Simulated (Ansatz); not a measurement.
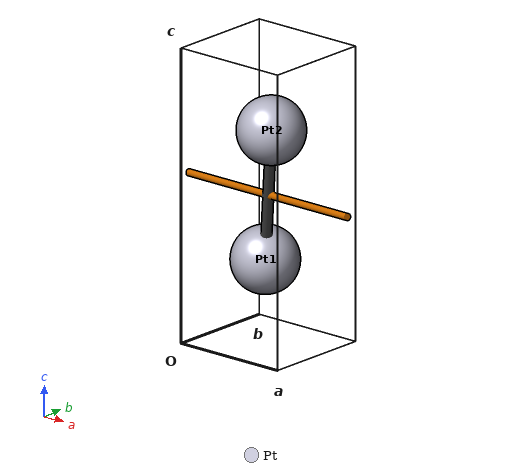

The coloured rod is the axis of a symmetry operation of the crystal. Crystal: Pt, the geometry relaxed with DFT, revPBE, plane waves (420 eV) with PAW, scalar-relativistic (Ansatz 0.2.0); the starting structure was generated, so it need not be a known form of this composition. Symmetry computed with spglib at a tolerance of 0.002 Å; standard conventional cell.

a = 2.778 Å, b = 2.778 Å, c = 4.779 Å, α = 90.00°, β = 90.00°, γ = 120.00°.

```
atom       x       y       z
 Pt1  0.3333  0.6667  0.2500
 Pt2  0.6667  0.3333  0.7500
```

Take the operation x, y, z → x−y+1, −y+1, −z+1.

### What kind of operation is it, and where does it lie?

It is a 2₁ screw rotation with translation (1/2, 0, 0), about the line along [1 0 0] through (1/2, 1/2, 1/2).

### Onto which atom does it carry each atom (up to whole multiples of a, b and c)?

Pt1 → Pt2, Pt2 → Pt1.
